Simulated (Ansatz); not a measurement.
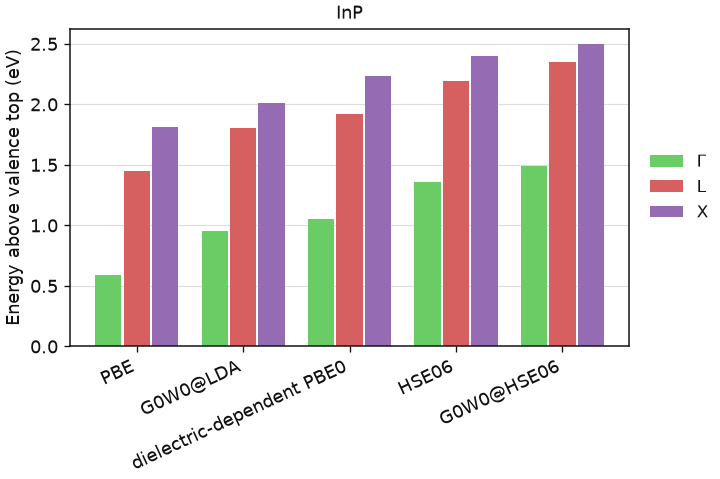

Lowest conduction level at each named k point, counted from the valence-band top at Γ, by several methods on one cell of zincblende InP, space group F-43m, 2 atoms in the primitive cell, relaxed with r2SCAN; cubic a = 5.908 Å. All runs are without spin-orbit coupling and carry no moments.

> Does G0W0@HSE06 shift these levels rigidly from HSE06?

The shifts are +0.13 eV at Γ, +0.16 eV at L and +0.10 eV at X: a spread of 0.06 eV on a mean of 0.13 eV, so one shift describes them only roughly.

> How do the methods rank at Γ?

From low to high: PBE 0.59, G0W0@LDA 0.95, dielectric-dependent PBE0 1.05, HSE06 1.36, G0W0@HSE06 1.49 eV. Too close to rank are G0W0@LDA against dielectric-dependent PBE0 (different meshes).

> Do the methods agree on which of these conduction levels is lowest?

Yes: all put it at Γ.

```
                   method  program  Γ (eV)  L (eV)  X (eV)
                      PBE   Ansatz    0.59    1.45    1.81
                 G0W0@LDA   Ansatz    0.95    1.80    2.01
dielectric-dependent PBE0   Ansatz    1.05    1.92    2.23
                    HSE06   Ansatz    1.36    2.19    2.40
               G0W0@HSE06   Ansatz    1.49    2.35    2.50
```

Settings. PBE: Ansatz PAW set, 8×8×8 k mesh, 420 eV cutoff, Fermi-Dirac smearing of 0.02 eV (Ansatz 0.2.0). G0W0@LDA: LDA, Ansatz PAW set, 4×4×4 k mesh, 420 eV cutoff, fixed occupations (Ansatz), G0W0 with empty bands 193, screening cutoff 140 eV and frequency treatment contour deformation. dielectric-dependent PBE0: Ansatz PAW set, 6×6×6 k mesh, 420 eV cutoff, fixed occupations (Ansatz). HSE06: Ansatz PAW set, 6×6×6 k mesh, 420 eV cutoff, fixed occupations (Ansatz). G0W0@HSE06: HSE06, Ansatz PAW set, 6×6×6 k mesh, 420 eV cutoff, fixed occupations (Ansatz 0.2.0), G0W0 with empty bands 282, screening cutoff 180 eV and frequency treatment contour deformation.

These are five of the 12 methods that were run on this cell. Spin-orbit coupling is left out, which matters for In. G0W0@LDA, dielectric-dependent PBE0, HSE06 and G0W0@HSE06: the PAW data sets were made with another functional. G0W0@LDA and G0W0@HSE06: the filled d shell of In makes GW gaps converge slowly, so they lie under their value at the basis limit. dielectric-dependent PBE0 and HSE06: the k mesh is thin for exact exchange. LDA, GGA and most meta-GGA functionals understate gaps. G0W0@LDA: the k mesh is coarse, so the values aren't converged. G0W0@LDA: the GW screening of so narrow a gap isn't settled on this k mesh. G0W0@HSE06: the k mesh is thin for GW. The GW runs differ in bands or cutoffs. The GW values are at finite bands, cutoffs and mesh, short of the basis limit.
